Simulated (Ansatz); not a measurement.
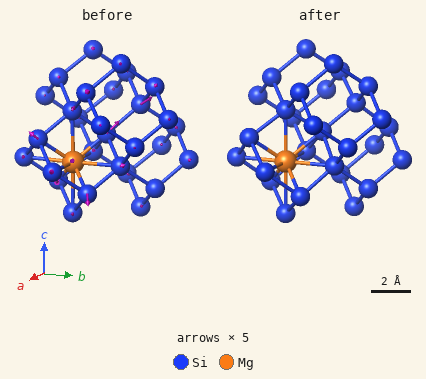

The structure of a defect cell of composition Si₂₁₆Mg (cell charge +1) before (left) and after (right) a relaxation, at one scale. The purple arrows give the displacements, magnified 5 times.

Style: ball-and-stick. Shown: the atoms within 5.0 Å of the atom that moves most (axes of the cell of the calculation (origin shifted)), slightly off an axis.

Theory: DFT, PBEsol, PAW, plane waves in Ansatz. Settings: plane-wave cutoff 420 eV; k-point mesh 1 × 1 × 1; mesh shifted by (0.25, 0.25, 0.25); collinear spin; atoms relaxed in a fixed cell; force threshold 0.03 eV/Å; at most 80 steps.

Summarise the run.

Answer. The largest move is that of a Si atom, 0.20 Å along [−1 1 1]. Largest moves by element: Si 0.20 Å, Mg 0.07 Å. The cell doesn't change. Some distances before and after: Mg–Si 2.302 → 2.507 Å, Mg–Si 2.356 → 2.506 Å, Si–Si 2.297 → 2.432 Å, Si–Si 2.323 → 2.432 Å. Bond angles that change, for instance: Si–Si–Si 108.1° → 114.2°, Si–Si–Si 108.9° → 114.7°, Si–Si–Si 107.6° → 112.5°. The energy falls by 2.574 eV per cell of the calculation in 3 geometry steps. The largest force component goes from 2 to 0.0092 eV/Å. The program noted that the starting moments weren't kept. Cost: 21 s on 1 × NVIDIA GB200 with 8 threads of Arm Neoverse-V2, peak memory 3.1 GiB.

Limits of the set-up: the cell is charged, on a uniform background, and energies carry no finite-size correction.
